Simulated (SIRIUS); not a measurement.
System: WS₂, space group P-6m2 (No. 187).

The given structure:
```
CELL_PARAMETERS angstrom
3.18352 0.00000 0.00000
-1.59176 2.75701 0.00000
0.00000 0.00000 16.95058
ATOMIC_POSITIONS crystal
W 0.00000 0.00000 0.00000
S 0.33333 0.66667 0.09200
S 0.33333 0.66667 0.90800
```

Method: all-electron LAPW DFT, no spin polarisation; energies at scaled volumes of the given cell, shape and fractions fixed, counted from the fit's minimum, third-order Birch-Murnaghan fit (SIRIUS 7.12.0). Level: LDA.

- k mesh: 10×10×2
- occupations: Fermi–Dirac
- smearing width: 0.05 eV
- potentials: all electron FP LAPW
- program settings: basis apw+lo standard, gk cutoff 3.91 1/bohr, pw cutoff 20 1/bohr

What does the calculation give for the energy against volume? The volume takes the values 46.62, 47.61, 48.60, 49.59, 50.58, 51.58, 52.57 Å³/atom.

A third-order Birch–Murnaghan fit gives V0 = 47.87 Å³/atom, B0 = 63 GPa and B′ = 4.3. The energy is 6.79 meV/atom at volume 46.62 Å³/atom and 76.69 meV/atom at 52.57 Å³/atom; the lowest computed point is at volume 47.61 Å³/atom (0.31 meV/atom).

```csv
volume (Å³/atom),energy (meV/atom)
46.62,6.79
47.61,0.31
48.60,2.11
49.59,11.39
50.58,27.37
51.58,49.38
52.57,76.69
```

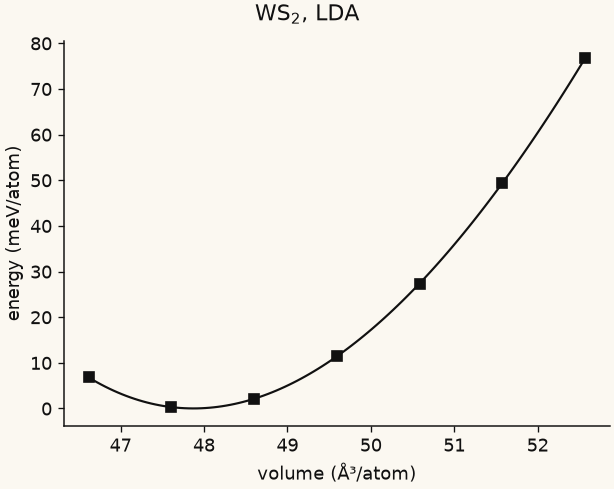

Limits of the calculation: shape and atomic fractions are frozen while scaling, which makes layered, chain and framework solids too stiff.
